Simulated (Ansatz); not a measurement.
## Single-point calculation of GaSe

GaSe (P6₃/mmc, 8 atoms in the cell), computed with independent-particle optics of PBE bands, plane waves, PAW, no spin polarisation (Ansatz 0.2.0).

The structure derives from an entry of the Crystallography Open Database. The geometry comes from this level: r2scan-rvv10. It belongs to a series of runs on one base structure; here: scissors to the HSE06 direct gap. Figures and captions count atoms from 1; the log counts them from 0 in places.

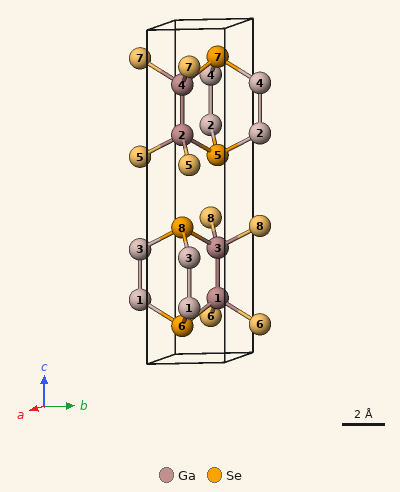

The structure as given in the input (ball-and-stick view of the cell of the calculation, seen slightly off an axis; neighbours outside the cell are drawn fainter; atoms are numbered from 1 in the order of the input). Near neighbours in the crystal (not all of them lie inside the picture): Ga has 1 Ga at 2.43 Å and 3 Se at 2.46 Å; Se has 3 Ga at 2.46 Å.

Summary

```tsv
quantity	value
outcome	converged
space group (tolerance 0.01 Å)	P6₃/mmc (194)
electrons treated	116
free energy	−37012.9875 eV
Fermi energy	7.300 eV
gap on the k-point mesh	0.99 eV
hardware	4 threads of Arm Neoverse N1, 98 GiB of memory available, shared host
wall time	3.7 min (CPU time 9.8 min)
peak memory	1.5 GiB
```

Input file
```yaml
crystal:
  lattice:
    - [3.7538612307, 0.0, 0.0]
    - [-1.8769306153, 3.2509391881, 0.0]
    - [0.0, 0.0, 16.1141079292]
  atoms:
    - { symbol: Ga, position: [0.3333333333, 0.6666666667, 0.1745425018] }
    - { symbol: Ga, position: [0.6666666667, 0.3333333333, 0.6745425018] }
    - { symbol: Ga, position: [0.3333333333, 0.6666666667, 0.3254574982] }
    - { symbol: Ga, position: [0.6666666667, 0.3333333333, 0.8254574982] }
    - { symbol: Se, position: [0.3333333333, 0.6666666667, 0.6026783695] }
    - { symbol: Se, position: [0.6666666667, 0.3333333333, 0.1026783695] }
    - { symbol: Se, position: [0.3333333333, 0.6666666667, 0.8973216305] }
    - { symbol: Se, position: [0.6666666667, 0.3333333333, 0.3973216305] }
kpoints:
  mp_grid: { grid: [6, 6, 2] }
hamiltonian:
  xc: pbe
scf:
  occupations: { method: fixed }
output:
  optics:
    e_range: [0, 12]
    de: 0.05
    sigma: 0.1
    bands: { spectra_wanted_up_to: 12 }
    scissors: 0.892
```

Launch command:
```bash
ansatz run input.yaml --threads 4 --pin off --max-ram 5529MiB --backend cpu --events-out ev --progress --plain --runs-dir out
```

Output
```
Engine: ansatz 0.2.0, aarch64-unknown-linux-gnu
Pseudopotentials: kind: paw
Pseudopotential: Ga, paw, valence charge 13, recommended cutoff 420 eV (normal), Ga.paw.azcp
Pseudopotential: Se, paw, valence charge 16, recommended cutoff 420 eV (normal), Se.paw.azcp
Functional definition: PBE
  parameter kappa = 0.804
  parameter beta = 0.06672455060314922
  exchange = pbe_x(kappa = kappa, mu = beta*pi^2/3)
  correlation = pbe_c(beta = beta)
Crystal: 8 atoms, lattice volume = 196.650 Å³
Basis set: ecut = 420 eV, 3893 PW (Γ)
Bands: 70, of which v1, the nominal top of the filled ones, is band 58 counted from 1 (57 counted from 0)
Symmetry: 24 space group operations
Space group: P63/mmc (ITA 194), of the structure as read, at distance tolerance 5.8e-5 Å
k-points: 14 of 72
Non-local potential: Ga, projectors of the file, l = 0: 2, l = 1: 2, l = 2: 3, l = 3: 1
Non-local potential: Se, projectors of the file, l = 0: 2, l = 1: 2, l = 2: 3, l = 3: 1
PAW form: soft (Blöchl's): semilocal exchange-correlation on the pseudo side does not see the compensation charge
PAW one-centre angular grid: Ga, 590 points (default); XC on 64 Gauss nodes
PAW one-centre angular grid: Se, 590 points (default); XC on 64 Gauss nodes
Initial density: superposition of atomic densities (neutral atoms: chi_scale 0, normalization atom), corrected by the library's trained network
Initial wavefunctions: pseudopotential atomic-orbital guess
Functional: x = pbe(κ = 0.804, μ = 0.2195149727645171), c = pbe(β = 0.06672455060314922)
SCF iter   1: F=—  HF=-37012.990114 eV  |F-HF|=—  |Δ(HF+E_count)|=         —  Δρ=1.28e-3  dr2=2.26e-3  ethr=1.77e-3  ⟨swp⟩=4.7  Hψ=3048  notcnv=0  defer=133
preconditioner: auto → Resta (q_TF=auto, 2.499 Å⁻¹)  ε∞=3.5  [insulator: Δε(μ)=0.988 eV  Ē_g=14.670 eV  n_scr=66 (ndim 8)  ℏωp=23.1 eV  f_vac=0.110  ε∞_Penn≈3.5]
SCF iter   2: F=—  HF=-37012.987143 eV  |F-HF|=—  |Δ(HF+E_count)|=   2.97e-3  Δρ=7.10e-4  dr2=6.76e-4  ethr=1.95e-6  ⟨swp⟩=2.0  Hψ=1974  notcnv=0  defer=140
SCF iter   3: F=—  HF=-37012.987303 eV  |F-HF|=—  |Δ(HF+E_count)|=   1.60e-4  Δρ=3.29e-4  dr2=1.44e-4  ethr=5.82e-7  ⟨swp⟩=2.0  Hψ=1434  notcnv=0  defer=140
SCF iter   4: F=—  HF=-37012.987403 eV  |F-HF|=—  |Δ(HF+E_count)|=   9.99e-5  Δρ=7.78e-5  dr2=8.54e-6  ethr=1.24e-7  ⟨swp⟩=2.0  Hψ=1414  notcnv=0  defer=115
SCF iter   5: F=—  HF=-37012.987467 eV  |F-HF|=—  |Δ(HF+E_count)|=   6.40e-5  Δρ=2.31e-5  dr2=1.21e-6  ethr=7.36e-9  ⟨swp⟩=2.0  Hψ=1687  notcnv=0  defer=105
SCF iter   6: F=—  HF=-37012.987468 eV  |F-HF|=—  |Δ(HF+E_count)|=   1.69e-6  Δρ=1.01e-5  dr2=3.07e-7  ethr=1.05e-9  ⟨swp⟩=2.0  Hψ=1687  notcnv=0  defer=105
SCF iter   7: F=—  HF=-37012.987469 eV  |F-HF|=—  |Δ(HF+E_count)|=   3.43e-7  Δρ=3.90e-6  dr2=3.65e-8  ethr=2.64e-10  ⟨swp⟩=2.0  Hψ=1687  notcnv=0  defer=105
SCF iter   8: F=—  HF=-37012.987469 eV  |F-HF|=—  |Δ(HF+E_count)|=   5.24e-8  Δρ=1.06e-6  dr2=2.67e-9  ethr=3.14e-11  ⟨swp⟩=2.0  Hψ=1687  notcnv=0  defer=105
SCF iter   9: F=—  HF=-37012.987469 eV  |F-HF|=—  |Δ(HF+E_count)|=   5.51e-9  Δρ=2.45e-7  dr2=2.06e-10  ethr=2.30e-12  ⟨swp⟩=2.0  Hψ=1407  notcnv=0  defer=105
SCF iter  10: F=—  HF=-37012.987469 eV  |F-HF|=—  |Δ(HF+E_count)|=  5.46e-10  Δρ=6.37e-8  dr2=1.07e-11  ethr=1.00e-12  ⟨swp⟩=2.0  Hψ=1046  notcnv=0  defer=105
SCF iter  11: F=-37012.987469 eV  HF=-37012.987469 eV  |F-HF|=7.28e-12  |Δ(HF+E_count)|=  2.18e-11  Δρ=1.34e-8  dr2=5.20e-13  ethr=1.00e-12  ⟨swp⟩=8.8  Hψ=3333  notcnv=0
SCF 1 converged in 11 iterations: F = -37012.987469 eV  dr2 = 5.20e-13
  greatest PAW one-centre occupation: 1.000 electrons in one spin orbital (limit 2), on the Se atom at site 6 (counted from 0), in its partial waves of l = 2
```

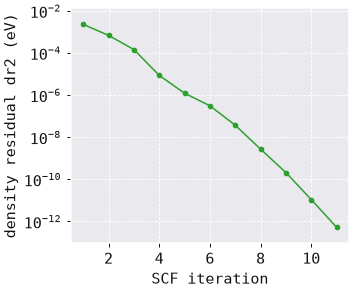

Convergence of the self-consistent field: density residual dr2 against the SCF iteration. The residual falls at every step.

```
NSCF: frozen V_eff on 14 k-points
Optics k sum: 0 of 14 k-points
Optics k sum: 1 of 14 k-points
Optics k sum: 2 of 14 k-points
Optics k sum: 3 of 14 k-points
Optics k sum: 4 of 14 k-points
Optics k sum: 5 of 14 k-points
Optics k sum: 6 of 14 k-points
Optics k sum: 7 of 14 k-points
Optics k sum: 8 of 14 k-points
Optics k sum: 9 of 14 k-points
Optics k sum: 10 of 14 k-points
Optics k sum: 11 of 14 k-points
Optics k sum: 12 of 14 k-points
Optics k sum: 13 of 14 k-points
Optics k sum: 14 of 14 k-points
Optics k sum: 0 of 14 k-points
Optics k sum: 1 of 14 k-points
Optics k sum: 2 of 14 k-points
Optics k sum: 3 of 14 k-points
Optics k sum: 4 of 14 k-points
Optics k sum: 5 of 14 k-points
Optics k sum: 6 of 14 k-points
Optics k sum: 7 of 14 k-points
Optics k sum: 8 of 14 k-points
Optics k sum: 9 of 14 k-points
Optics k sum: 10 of 14 k-points
Optics k sum: 11 of 14 k-points
Optics k sum: 12 of 14 k-points
Optics k sum: 13 of 14 k-points
Optics k sum: 14 of 14 k-points
output.optics: what the bands over the 106 summed would add to eps1, eps2 and the energy-loss function is held between a lower and an upper bound (7 Lanczos steps). eps1, eps2 and their loss function (loss_summed_bands) are given on every row as the summed bands alone make them. Along an axis, on a row where the two bounds hold the loss function to about 1 % of the greater of itself and 0.5 % of |1/eps|, its cell (loss_completed) is given, with the completed eps1 and eps2 that it is formed of (a cell that is left empty reads nan in the table and null in the record). The two bounds hold it so along every axis on all 241 rows up to 12.000 eV. The run works to bound the rows up to 12.000 eV and no higher ones: a peak of the loss function over that energy may be left empty with no warning. To have the run work for it, set output.optics.bands.spectra_wanted_up_to to a higher energy. perfect_screening_sum, loss_f_sum_n_eff and, beside carriers, perfect_screening_limit are those of loss_summed_bands: over the bounded function the two sums would run over rows that are not all bounded, and lack what the bands left out lay past the top of the energy grid. Bounded is said of the bands left out alone, which are those that the basis at basis.ecutwfc holds: it says nothing of that cutoff, of the k-point mesh, of what the sum inside its cells errs by (eps2_relative_error), of the factors of all_electron_strengths, nor of how far the SCF is converged. The bands left out are taken at the k-points, and what their mean over the points' cells stands off that by is in neither bound: the run's estimate of it, which the test of a row counts in, is 0.07 % of |eps| at the most among the values given; where the mean stood off by over 0.5 % the points' spread read 0.1 to 3 times that
SCF converged after 11 iterations
Free energy (F): -37012.987469 eV
Harris-Foulkes:  -37012.987469 eV  (|F-HF|=7.28e-12)
Internal energy: -37012.987469 eV  (E = F + TS)
E sigma→0 (E₀):  -37012.987469 eV
Fermi energy:    7.300467 eV
--- Per-component energies (eV) ---
  E_band       = -1868.371309
  E_kinetic    = 937.703120
  E_local      = -19021.206853  (includes V_loc(G=0)·N_el)
  E_nonlocal   = -684.912395
  E_hartree    = 9145.812289
  E_xc         = -693.729082
  E_vxc        = -625.154718  (∫ρ·V_xc dr)
  E_paw        = -15599.041593  (= ΣΔE_a)
  E_vpaw       = -766.422197  (= ΣTr[D̂ρ^β])
  E_aug_tail   = -0.002822  (compensation charges beyond the density's cutoff)
  E_ewald      = -11097.610131
  E_smearing   = -0.000000  (= −TS)
  E_closure    = 0.000000  (closes the sum)
  Σ components = -37012.987469   (vs F -37012.987469, Δ=0.00e0)
--- Band table (eV; the first three rows and the last of 14) ---
  k-point 0: bands = ["-40.4148", "-40.4148", "-40.4148", "-40.4148", "-40.4148", "-40.4148", "-40.4148", "-40.4148", "-40.3727", "-40.3727", "-40.3727", "-40.3727", "-40.3726", "-40.3726", "-40.3726", "-40.3726", "-40.3577", "-40.3577", "-40.3576", "-40.3576", "-7.8586", "-7.8580", "-7.7290", "-7.7290", "-7.7288", "-7.7288", "-7.6665", "-7.6665", "-7.6665", "-7.6665", "-7.6643", "-7.6643", "-7.6643", "-7.6643", "-7.5284", "-7.5177", "-7.5062", "-7.5062", "-7.5062", "-7.5062", "-6.9778", "-6.8124", "-6.7384", "-6.5630", "0.2236", "0.5806", "2.6447", "3.6441", "5.7712", "5.8637", "5.8637", "5.9668", "5.9668", "5.9923", "5.9923", "6.1012", "6.1012", "7.3005", "8.2903", "9.1766", "9.4907", "9.6076", "11.2667", "11.2667", "11.3419", "11.3419", "12.6353", "12.6353", "12.7943", "12.7943"]
  k-point 1: bands = ["-40.4148", "-40.4148", "-40.4148", "-40.4148", "-40.4148", "-40.4148", "-40.4148", "-40.4148", "-40.3727", "-40.3727", "-40.3727", "-40.3727", "-40.3726", "-40.3726", "-40.3726", "-40.3726", "-40.3577", "-40.3577", "-40.3576", "-40.3576", "-7.8583", "-7.8583", "-7.7289", "-7.7289", "-7.7289", "-7.7289", "-7.6665", "-7.6665", "-7.6665", "-7.6665", "-7.6643", "-7.6643", "-7.6643", "-7.6643", "-7.5232", "-7.5232", "-7.5062", "-7.5062", "-7.5062", "-7.5062", "-6.9210", "-6.9210", "-6.6246", "-6.6246", "0.3825", "0.3825", "3.1040", "3.1040", "5.8966", "5.8966", "5.8966", "5.8966", "6.0654", "6.0654", "6.0654", "6.0654", "6.4729", "6.4729", "8.8679", "8.8679", "9.5396", "9.5396", "11.3025", "11.3025", "11.3025", "11.3025", "12.7160", "12.7160", "12.7160", "12.7160"]
  k-point 2: bands = ["-40.4148", "-40.4148", "-40.4147", "-40.4147", "-40.4146", "-40.4146", "-40.4146", "-40.4146", "-40.3728", "-40.3728", "-40.3727", "-40.3727", "-40.3727", "-40.3727", "-40.3726", "-40.3726", "-40.3576", "-40.3576", "-40.3575", "-40.3575", "-7.8680", "-7.8654", "-7.7923", "-7.7872", "-7.7514", "-7.7431", "-7.7259", "-7.7258", "-7.6693", "-7.6693", "-7.6569", "-7.6569", "-7.6552", "-7.6551", "-7.5482", "-7.5453", "-7.5082", "-7.5081", "-7.4445", "-7.4443", "-6.6542", "-6.5027", "-6.4515", "-6.2859", "0.3954", "0.6464", "2.7433", "3.1251", "4.1643", "4.3666", "4.4314", "5.1006", "5.4267", "5.5554", "5.6009", "5.7422", "6.1746", "7.0210", "9.5889", "9.7911", "9.9065", "10.0875", "11.2729", "11.4932", "11.7242", "11.7437", "11.9622", "12.3739", "13.4330", "13.5293"]
  k-point 13: bands = ["-40.4143", "-40.4143", "-40.4143", "-40.4143", "-40.4142", "-40.4142", "-40.4142", "-40.4142", "-40.3729", "-40.3729", "-40.3728", "-40.3728", "-40.3728", "-40.3728", "-40.3727", "-40.3727", "-40.3572", "-40.3572", "-40.3572", "-40.3572", "-7.9518", "-7.9518", "-7.8776", "-7.8776", "-7.8154", "-7.8154", "-7.7388", "-7.7388", "-7.6674", "-7.6674", "-7.6433", "-7.6433", "-7.6273", "-7.6273", "-7.5389", "-7.5389", "-7.5325", "-7.5325", "-7.3837", "-7.3837", "-5.2258", "-5.2258", "-5.1374", "-5.1374", "-0.1192", "-0.1192", "0.8834", "0.8834", "2.5550", "2.5550", "3.0053", "3.0053", "4.3358", "4.3358", "4.6990", "4.6990", "5.3201", "5.3201", "9.0741", "9.0741", "9.9133", "9.9133", "11.4281", "11.4281", "12.0794", "12.0794", "13.4350", "13.4350", "14.6490", "14.6490"]
```

File optics_head.txt
```
# E[eV]	eps2_xx	eps2_yy	eps2_zz	eps2_xy	eps2_xz	eps2_yz	eps1_xx	eps1_yy	eps1_zz	eps1_xy	eps1_xz	eps1_yz	loss_summed_bands_xx	loss_summed_bands_yy	loss_summed_bands_zz	eps1_completed_xx	eps1_completed_yy	eps1_completed_zz	eps2_completed_xx	eps2_completed_yy	eps2_completed_zz	loss_completed_xx	loss_co
# format = ansatz-optics/6
# eps_inf(xx yy zz) = 7.496623 7.496623 7.230288
# eps_inf_bands = all
# eps_inf_summed_bands(xx yy zz) = 7.422141 7.422141 7.153802
# eps_inf_completed(xx yy zz) = 7.496623 7.496623 7.230288
# k_sum = mesh_cells
# eps2_relative_error = 0.0013
# eps_inf_relative_error = 0.0039
# f_sum_n_eff(xx yy zz) = 38.637874 38.637874 38.470143 of n_electrons = 116.000000
# f_sum_n_eff_momentum_only(xx yy zz) = 37.087934 37.087934 36.601829
# loss_f_sum_n_eff(xx yy zz) = 43.829974 43.829974 43.372532
# perfect_screening_sum(xx yy zz) = 0.865268 0.865268 0.860214
# perfect_screening_sum_on_rows(xx yy zz) = 0.865268 0.865268 0.860214
# the maxima of the summed bands' own loss function (the loss_summed_bands columns) are measured between the rows too: peak_sampling_summed_bands says what part of their heights the rows count for, and missed_extrema_summed_bands lists those of which they count for under four fifths, the half width
# peak_sampling_summed_bands_xx(least_part_sampled least_sampled_at_ev n_extrema n_missed) = 9.945343e-1 7.073586624506493 9 0
# peak_sampling_summed_bands_yy(least_part_sampled least_sampled_at_ev n_extrema n_missed) = 9.945343e-1 7.073586624506494 9 0
# peak_sampling_summed_bands_zz(least_part_sampled least_sampled_at_ev n_extrema n_missed) = 9.951784e-1 11.019767946591028 13 0
# peak_sampling_completed and missed_extrema_completed say the same of the loss function that is bounded in the bands left out (the loss_completed columns), of its maxima between two points that are bounded alone
# peak_sampling_completed_xx(least_part_sampled least_sampled_at_ev n_extrema n_missed) = 9.956661e-1 7.071149548238058 9 0
# peak_sampling_completed_yy(least_part_sampled least_sampled_at_ev n_extrema n_missed) = 9.956661e-1 7.071149548238059 9 0
# peak_sampling_completed_zz(least_part_sampled least_sampled_at_ev n_extrema n_missed) = 9.961057e-1 11.017771671485985 13 0
# n_bands = 106
# n_bands_set_by = photon_energy
# the loss_summed_bands columns' heights are not shown to be converged in n_bands (drawn for output.optics.bands)
# valid_up_to_ev = 17.311518
# least_direct_gap_ev = 9.898519e-1 at k(fractional) = 0.000000 0.000000 0.000000, k_point = 0, channel = 0, bands = 57 58 (counted from 0)
# evaluated_top_ev = 69.000000
# all_electron_strengths = true
# band_completion = completed
# the eps1, eps2 and loss_summed_bands columns, and eps_inf_summed_bands or eps1_interband_at_0, are the summed bands' own on every row. eps_inf is eps_inf_completed where that is given along all three axes. loss_summed_bands is the loss function of that eps1 and eps2 (beside carriers the total's).
# response = whole
# tolerance = 0.01
# method = lanczos_chains
# lanczos_steps = 7
# chains_run = together
# ended_by = wanted_rows_settled
# boundable_up_to_ev = 17.311506
# wanted_up_to_ev = 12.000000
# the run works to bound the rows up to wanted_up_to_ev and no higher ones, so that a peak of the completed columns over that energy may read nan with no warning: a higher spectra_wanted_up_to under output.optics.bands (a deck at auto types it in the place of auto) has the run work for it too
# change_inside_cells = 0.0007 (estimated)
# the bands left out are taken at the k-points, and what their mean over the points' cells stands off that by is in neither bound: this much, as a part of |eps| at the most among the values given, which the test of a row counts in (under method = linear_solves it holds an estimate of how far a sum a
# bound_at_0(xx yy zz) = bounded bounded bounded
# rows_by_bound_xx(bounded bounds_too_wide limited_by_band_error limited_by_mesh_spread above_boundable_range not_finite) = 241 0 0 0 0 0
# rows_by_bound_yy(bounded bounds_too_wide limited_by_band_error limited_by_mesh_spread above_boundable_range not_finite) = 241 0 0 0 0 0
# rows_by_bound_zz(bounded bounds_too_wide limited_by_band_error limited_by_mesh_spread above_boundable_range not_finite) = 241 0 0 0 0 0
# bounded_ranges_ev_xx = 0.000000-12.000000
# bounded_ranges_ev_yy = 0.000000-12.000000
# bounded_ranges_ev_zz = 0.000000-12.000000
```

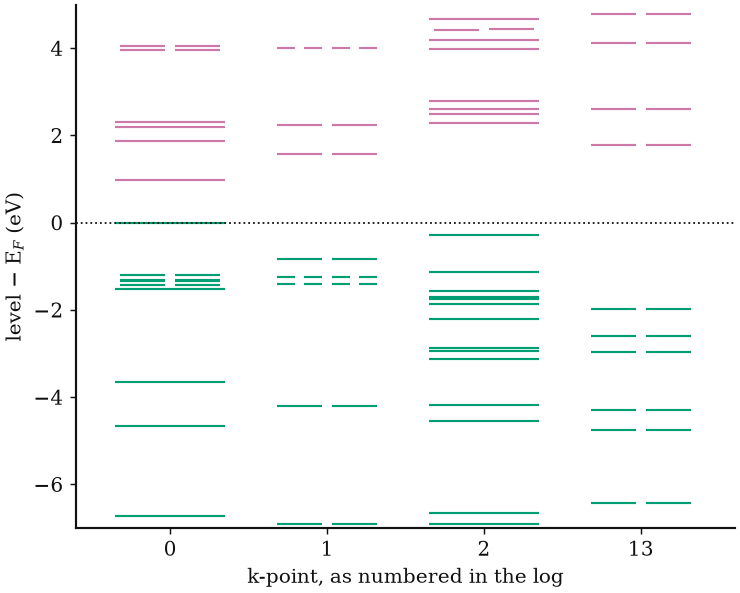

Kohn–Sham levels near the Fermi level (dotted) at the few k-points that the log prints; levels within 0.02 eV of each other stand side by side. Among these points the highest filled and lowest empty levels are 0.99 eV apart, which is the gap on the mesh.
